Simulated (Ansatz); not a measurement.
Single-point calculation of Ti

Ti (slab, 5 atoms in the cell), computed with DFT PBE, scalar-relativistic, plane waves, PAW, no spin polarisation (Ansatz 0.2.0).

The structure derives from an entry of the Crystallography Open Database. It belongs to a series of runs on one base structure; here: repeats removed: 1. Figures and captions count atoms from 1; the log counts them from 0 in places.

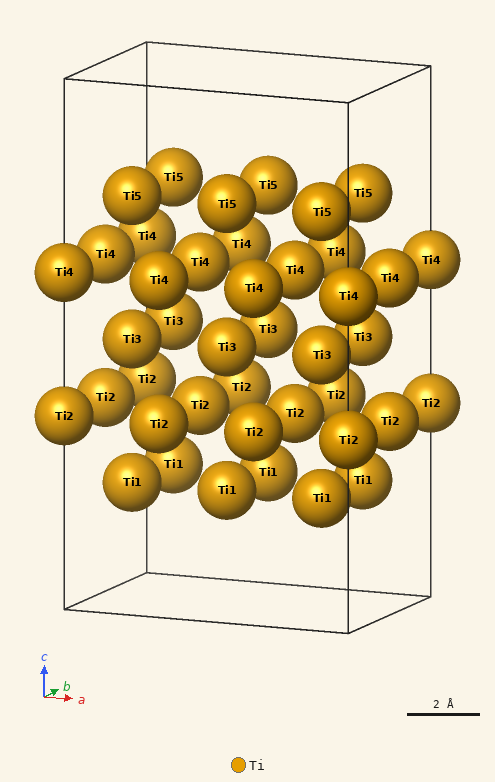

**Figure 1.** The structure (spheres-only view of the 3 × 2 repeat of the cell, with the vacuum cut short, seen slightly off an axis; atoms are numbered from 1 in the order of the input). An atom can appear more than once, as a periodic image.

## Input
```yaml
crystal:
  lattice:
    - [2.9076478655, 0.0, 0.0]
    - [0.0, 2.9076478655, 0.0]
    - [0.0, 0.0, 23.2240700919]
  atoms:
    - { symbol: Ti, position: [0.5, 0.5, 0.3229408097] }
    - { symbol: Ti, position: [0.0, 0.0, 0.4114704048] }
    - { symbol: Ti, position: [0.5, 0.5, 0.5] }
    - { symbol: Ti, position: [0.0, 0.0, 0.5885295952] }
    - { symbol: Ti, position: [0.5, 0.5, 0.6770591903] }
basis:
  ecutwfc: 420
kpoints:
  mp_grid: { grid: [12, 12, 1] }
hamiltonian:
  xc: pbe
scf:
  occupations: { method: gaussian, width: 0.1 }
output:
  forces: true
  stress: true
  eigenvalues: true
  write_density: true
  write_potential: true
  elf: true
  volumetric_format: npy
efield:
  axis: 3
  dipole_correction: true
  ramp_width: 0.04
```

Launch command:
```bash
ansatz run input.yaml --threads 1 --pin off --max-ram 2560MiB --backend cpu --events-out ev --progress --plain --runs-dir out
```

## Log
```
Engine: ansatz 0.2.0, x86_64-unknown-linux-gnu
Pseudopotentials: kind: paw
Pseudopotential: Ti, paw, valence charge 12, recommended cutoff 420 eV (normal), Ti.paw.azcp
Functional definition: PBE
  parameter kappa = 0.804
  parameter beta = 0.06672455060314922
  exchange = pbe_x(kappa = kappa, mu = beta*pi^2/3)
  correlation = pbe_c(beta = beta)
Crystal: 5 atoms, lattice volume = 196.346 Å³
Basis set: ecut = 420 eV, 3809 PW (Γ), exchange–correlation on 40×40×320 points (8 copies of the dense FFT grid, shifted against one another)
Bands: 36, of which v1, the nominal top of the filled ones, is band 30 counted from 1 (29 counted from 0)
Symmetry: 8 space group operations
k-points: 28 of 144
Non-local potential: Ti, projectors of the file, l = 0: 3, l = 1: 2, l = 2: 3, l = 3: 1
PAW form: soft (Blöchl's): semilocal exchange-correlation on the pseudo side does not see the compensation charge
PAW one-centre angular grid: Ti, 590 points (default); XC on 64 Gauss nodes
Initial density: superposition of atomic densities (neutral atoms: chi_scale 0, normalization atom), corrected by the library's trained network
Initial wavefunctions: pseudopotential atomic-orbital guess
Functional: x = pbe(κ = 0.804, μ = 0.2195149727645171), c = pbe(β = 0.06672455060314922)
SCF iter   1: F=—  HF=-12496.233695 eV  |F-HF|=—  |Δ(HF+E_count)|=         —  Δρ=5.92e-3  dr2=1.69e-1  ethr=1.77e-3  p=0.000 e·Å  D=1.57e-13 V/Å  ΔV_dip=-0.00 eV  dr2_dipole=2.17e-8  V_vac-E_F(+/−)=3.73/3.73 eV  ⟨swp⟩=8.2  Hψ=4605  notcnv=0
efield: sawtooth ramp at fractional position 0.9800 (placed from the atoms, in the widest stretch of the axis that holds none; the zero of the levels goes with the place), width 0.0400; the density the first Hamiltonian is built on has a dipole p = 0.000 e·Å; the dipole correction subtracts the counter field D = 1.57e-13 V/Å, which shifts the + side's vacuum level by -0.00 eV against the − side's; the planar-averaged density in the ramp window peaks in size at 1.1e-4 e/Å³
preconditioner: auto → LDOS  [metal: Δε(μ)=0.010 eV  Ē_g=2.160 eV  σ=0.100 eV  W_gap=0.06  n_scr=36 (ndim 8)  ℏωp=11.9 eV  f_vac=0.477  D(μ)=14.38/eV (n_scr^D=170)  β→1.0]
SCF iter   2: F=—  HF=-12496.225255 eV  |F-HF|=—  |Δ(HF+E_count)|=   8.44e-3  Δρ=1.61e-3  dr2=2.77e-3  ethr=2.82e-4  p=-0.000 e·Å  D=-2.83e-6 V/Å  ΔV_dip=0.00 eV  dr2_dipole=7.44e-7  V_vac-E_F(+/−)=3.90/3.90 eV  ⟨swp⟩=2.1  Hψ=1559  notcnv=0  defer=7
SCF iter   3: F=—  HF=-12496.226884 eV  |F-HF|=—  |Δ(HF+E_count)|=   1.63e-3  Δρ=1.02e-3  dr2=4.74e-3  ethr=4.62e-6  p=-0.000 e·Å  D=-4.13e-6 V/Å  ΔV_dip=0.00 eV  dr2_dipole=6.47e-8  V_vac-E_F(+/−)=3.93/3.93 eV  ⟨swp⟩=2.8  Hψ=1939  notcnv=0  defer=7
SCF iter   4: F=—  HF=-12496.226558 eV  |F-HF|=—  |Δ(HF+E_count)|=   3.26e-4  Δρ=2.64e-4  dr2=3.75e-4  ethr=4.62e-6  p=-0.000 e·Å  D=-2.72e-6 V/Å  ΔV_dip=0.00 eV  dr2_dipole=6.69e-9  V_vac-E_F(+/−)=3.96/3.96 eV  ⟨swp⟩=2.0  Hψ=1256  notcnv=0  defer=7
SCF iter   5: F=—  HF=-12496.226576 eV  |F-HF|=—  |Δ(HF+E_count)|=   1.80e-5  Δρ=9.73e-5  dr2=5.22e-5  ethr=6.25e-7  p=-0.000 e·Å  D=-2.31e-6 V/Å  ΔV_dip=0.00 eV  dr2_dipole=3.04e-11  V_vac-E_F(+/−)=3.96/3.96 eV  ⟨swp⟩=2.0  Hψ=1201  notcnv=0  defer=7
SCF iter   6: F=—  HF=-12496.226671 eV  |F-HF|=—  |Δ(HF+E_count)|=   9.50e-5  Δρ=7.51e-5  dr2=2.35e-5  ethr=8.71e-8  p=-0.000 e·Å  D=-1.62e-6 V/Å  ΔV_dip=0.00 eV  dr2_dipole=1.97e-10  V_vac-E_F(+/−)=3.97/3.97 eV  ⟨swp⟩=2.2  Hψ=1305  notcnv=0  defer=6
SCF iter   7: F=—  HF=-12496.226674 eV  |F-HF|=—  |Δ(HF+E_count)|=   3.18e-6  Δρ=1.72e-5  dr2=7.03e-7  ethr=3.92e-8  p=-0.000 e·Å  D=-1.20e-6 V/Å  ΔV_dip=0.00 eV  dr2_dipole=1.18e-10  V_vac-E_F(+/−)=3.97/3.97 eV  ⟨swp⟩=2.0  Hψ=1274  notcnv=0  defer=6
SCF iter   8: F=—  HF=-12496.226675 eV  |F-HF|=—  |Δ(HF+E_count)|=   1.02e-6  Δρ=8.88e-6  dr2=2.11e-7  ethr=1.67e-10  p=-0.000 e·Å  D=-6.76e-7 V/Å  ΔV_dip=0.00 eV  dr2_dipole=3.24e-11  V_vac-E_F(+/−)=3.98/3.98 eV  ⟨swp⟩=17.2  Hψ=8395  notcnv=0
SCF iter   9: F=-12496.226675 eV  HF=-12496.226675 eV  |F-HF|=4.88e-8  |Δ(HF+E_count)|=   1.65e-7  Δρ=3.44e-6  dr2=1.97e-8  ethr=1.67e-10  p=-0.000 e·Å  D=-4.55e-7 V/Å  ΔV_dip=0.00 eV  dr2_dipole=6.41e-13  V_vac-E_F(+/−)=3.98/3.98 eV  ⟨swp⟩=11.5  Hψ=6797  notcnv=0
SCF 1 converged in 9 iterations: F = -12496.226675 eV  dr2 = 1.97e-8
  greatest PAW one-centre occupation: 0.999 electrons in one spin orbital (limit 2), on the Ti atom at site 1 (counted from 0), in its partial waves of l = 0
```

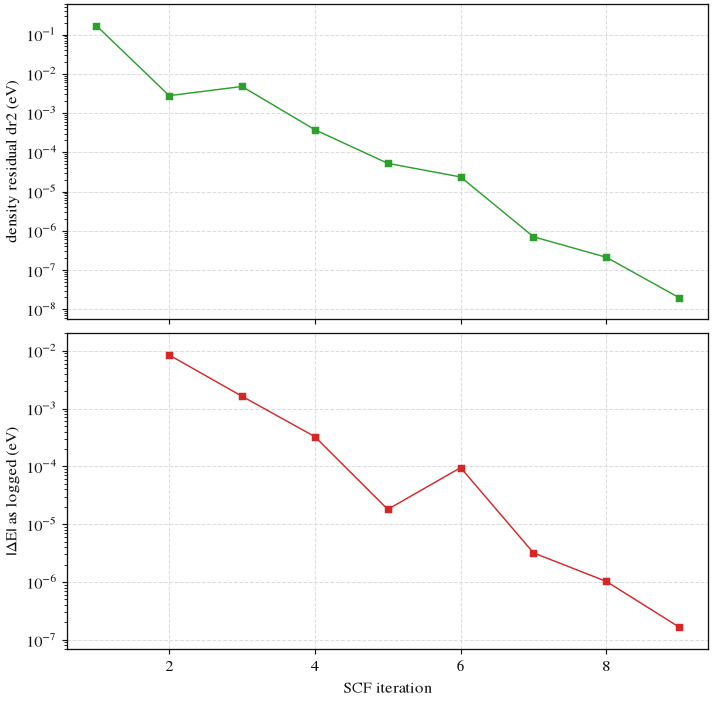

**Figure 2.** Convergence of the self-consistent field: density residual dr2 and size of the energy change against the SCF iteration. The residual falls almost steadily, with no more than small rises.

```
WARN: The output density's exchange-correlation potential varies sharply where the density is thin. Do not read a vacuum level from v_tot or v_xc, or from such a field of the output density. On a cell that repeats whose density bears no net charge and no dipole along the vacuum's axis use v_es (v_loc + v_h of the components); under efield.dipole_correction with no amplitude use v_es + v_field, which holds any external_charges[].barrier, or the levels of the report's work_function block, which leave it out; under a non-zero efield.amplitude the vacuum is tilted and has no level; on a cell that repeats and bears such a dipole with no correction it is tilted too, and efield.dipole_correction with no amplitude gives each side of its ramp a level where efield: is served; in a cell that repeats whose density bears a net charge (total_charge, or a fill off its count) it is curved and has none; of a slab under crystal.periodic whose density bears no net charge use v_es, which has a level on each side, short of where the two are joined; of another it falls or rises all the way out and has none; of a slab beside external_charges read slab_vacuum_level instead, which it has where they leave it neutral. The grid or the basis barely resolves most such structure, and the values can differ between equally converged runs; as a rule a tighter scf.convergence.dr2_threshold does not remove it. Where the density itself ripples (under the LDA too) a higher basis.ecutwfc lessens it. The files hold the spikes' plane waves up to the density's cutoff. Files: v_tot_of_output_density and the like, and their columns of v_z.tsv (output.write_potential); v_xc_of_output_density and the like, and their columns of v_comp_z.tsv (output.write_potential_components). Measured: with its Gaussian average of σ = 0.25 Å subtracted twice, the exchange-correlation potential is over 0.1 eV at 468 of the grid points where the equally averaged density (valence and model cores) is under 1e-3 e/Å³, and 1.30 eV at the most among them, at an averaged density of 1.6e-7 e/Å³. See output.write_potential in the manual, Limitations
SCF converged after 9 iterations
Free energy (F): -12496.226675 eV
Harris-Foulkes:  -12496.226675 eV  (|F-HF|=4.88e-8)
Internal energy: -12496.153510 eV  (E = F + TS)
E sigma→0 (E₀):  -12496.190092 eV
Entropy (-TS):   -0.073165 eV (-14.633 meV/atom)
Fermi energy:    3.797580 eV
Dipole field:    D = 0.000001 V/Å  (p = 0.000001 e·Å, saw-weighted, corrected)
Work function:   Φ+ = 3.9758 eV   Φ− = 3.9758 eV
Levels:          The Fermi level and band energies are counted from a zero that moves with the ramp; work functions are not
--- Per-component energies (eV) ---
  E_band       = -1354.690212
  E_kinetic    = 1356.478680
  E_local      = -51345.154312  (includes V_loc(G=0)·N_el)
  E_nonlocal   = 42.765585
  E_hartree    = 25025.559605
  E_xc         = -483.661883
  E_vxc        = -604.698987  (∫ρ·V_xc dr)
  E_paw        = -5238.413638  (= ΣΔE_a)
  E_vpaw       = -855.188992  (= ΣTr[D̂ρ^β])
  E_aug_tail   = 0.000543  (compensation charges beyond the density's cutoff)
  E_efield     = 0.000000  (sawtooth field / dipole correction)
  E_vefield    = 0.000000  (∫n·V_field dr)
  E_ewald      = 18146.271910
  E_smearing   = -0.073165  (= −TS)
  E_closure    = -0.000000  (closes the sum)
  Σ components = -12496.226675   (vs F -12496.226675, Δ=0.00e0)
--- Forces (eV/Å), atoms counted from 1 ---
  atom   1  Ti     0.00000000     0.00000000     0.70714548
  atom   2  Ti    -0.00000000     0.00000000    -0.84686921
  atom   3  Ti     0.00000000     0.00000000     0.00000106
  atom   4  Ti     0.00000000     0.00000000     0.84686911
  atom   5  Ti    -0.00000000     0.00000000    -0.70714680
  max |Σ_I F_I| component: 3.64e-7 eV/Å
--- Stress (GPa, compression-positive) ---
       -2.422257       0.000000      -0.000000
        0.000000      -2.422257       0.000000
       -0.000000       0.000000      -1.903433
  P = ⅓ Tr σ = -2.2493 GPa (-22.493 kbar)
--- Band table (eV; the first three rows and the last of 28) ---
  k-point 0: bands = ["-53.0595", "-53.0592", "-52.8358", "-52.8043", "-52.7020", "-29.4639", "-29.4499", "-29.1970", "-29.1068", "-29.1068", "-29.1051", "-29.1051", "-28.9892", "-28.9301", "-28.9301", "-28.8792", "-28.8792", "-28.7863", "-28.7540", "-28.7540", "-1.9050", "-1.0267", "0.0884", "1.0106", "1.2884", "2.2462", "2.6194", "3.2079", "3.7564", "3.8411", "3.8705", "4.4651", "4.8245", "4.8245", "5.1859", "5.1859"]
  k-point 1: bands = ["-53.0563", "-53.0561", "-52.8318", "-52.8020", "-52.7009", "-29.4577", "-29.4470", "-29.2096", "-29.1369", "-29.1166", "-29.1036", "-29.1021", "-29.0023", "-28.9394", "-28.9265", "-28.9067", "-28.8781", "-28.7814", "-28.7721", "-28.7546", "-1.7594", "-0.8900", "0.2149", "1.1309", "1.4015", "2.3153", "2.6773", "3.2476", "3.7577", "3.8616", "3.9015", "4.5001", "4.7647", "4.8601", "4.9981", "5.1786"]
  k-point 2: bands = ["-53.0477", "-53.0476", "-52.8207", "-52.7956", "-52.6982", "-29.4426", "-29.4404", "-29.2547", "-29.2117", "-29.1431", "-29.0948", "-29.0938", "-29.0480", "-28.9716", "-28.9598", "-28.9162", "-28.8750", "-28.8098", "-28.7818", "-28.7567", "-1.3382", "-0.5020", "0.5608", "1.4490", "1.7125", "2.4965", "2.8374", "3.3530", "3.7215", "3.8624", "3.9693", "4.6048", "4.6567", "4.6646", "4.9305", "4.9537"]
  k-point 27: bands = ["-52.9729", "-52.9729", "-52.7296", "-52.7294", "-52.6521", "-29.4451", "-29.4451", "-29.4353", "-29.4353", "-29.3171", "-29.3171", "-29.2660", "-29.2660", "-29.1666", "-29.1666", "-29.0097", "-29.0097", "-28.9675", "-28.9626", "-28.9360", "1.4712", "1.5072", "1.9773", "2.0697", "2.2906", "2.2906", "2.3717", "2.7954", "2.7954", "3.6141", "3.6141", "4.7555", "4.7555", "5.7385", "6.0683", "6.3586"]
```

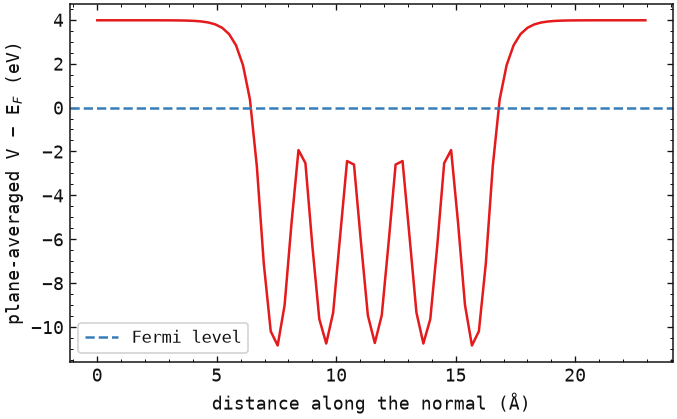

**Figure 3.** Plane average of the electrostatic potential energy of an electron across the cell, from the Fermi level. The vacuum level lies 3.98 eV above the Fermi level.

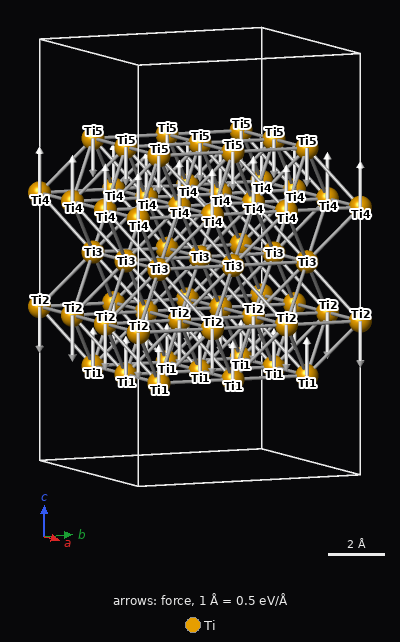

**Figure 4.** Forces on the atoms as white arrows (ball-and-stick view of the 3 × 3 repeat of the cell, with the vacuum cut short, seen slightly off an axis; atoms are numbered from 1 in the order of the input). The largest act on Ti2, Ti4 (0.85 eV/Å); Ti1, Ti5 (0.71 eV/Å). The geometry is not a stationary point of this energy.

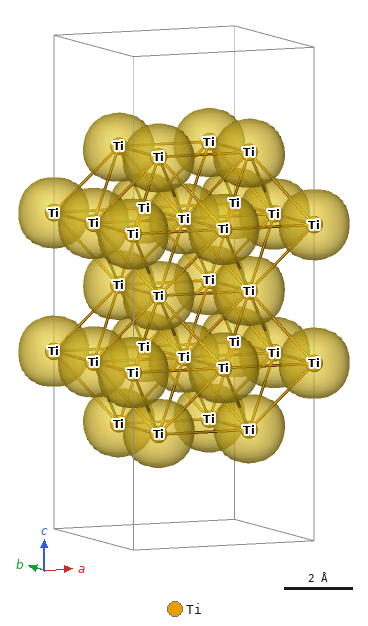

**Figure 5.** Isosurface of the valence electron density at 0.3 e/Å³ (yellow), seen slightly off an axis. Sticks mark near contacts. At this value the density breaks into separate islands; it holds about 80 % of the electrons treated as valence (semicore included). It is pinched off along the Ti–Ti (2.91 Å) contacts. On the grid the lowest density along these lines, outside the cores, is 0.18 e/Å³ (Ti–Ti, 2.91 Å). The fields are those of the smooth PAW valence density.

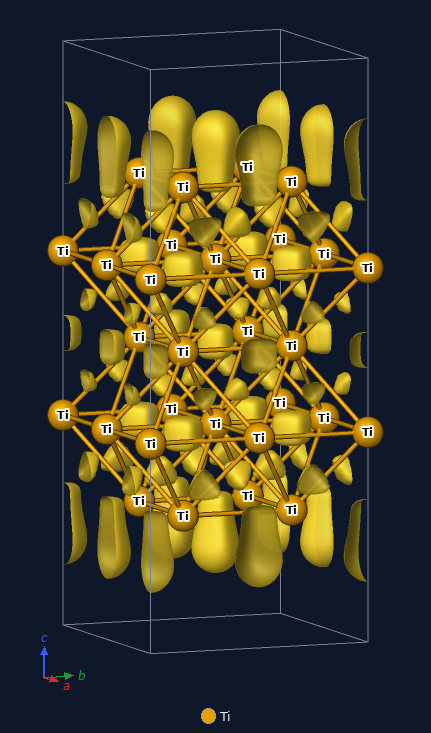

**Figure 6.** Isosurface of the electron localisation function at 0.6 (yellow), seen slightly off an axis. Core shells and regions of very low density are left out. Sticks mark near contacts. Values along the shortest contacts: Ti–Ti (2.91 Å): the ELF is about 0.25 at the midpoint; no shared electron pair.

## Results in brief

| quantity | value |
| --- | --- |
| outcome | converged |
| electrons treated | 60 |
| free energy | −12496.2267 eV |
| work function, top face | 3.98 eV |
| work function, bottom face | 3.98 eV |
| Fermi energy | 3.798 eV |
| gap on the k-point mesh | none (metallic) |
| work function (upper face) | 3.98 eV |
| largest force (length of the vector) | 0.847 eV/Å |
| hardware | 1 thread of AMD EPYC (Zen 3), 32 GiB of memory available, shared host |
| wall time | 42 s |
| peak memory | 0.48 GiB |

The program warns: the exchange-correlation potential is rough where the density is thin.
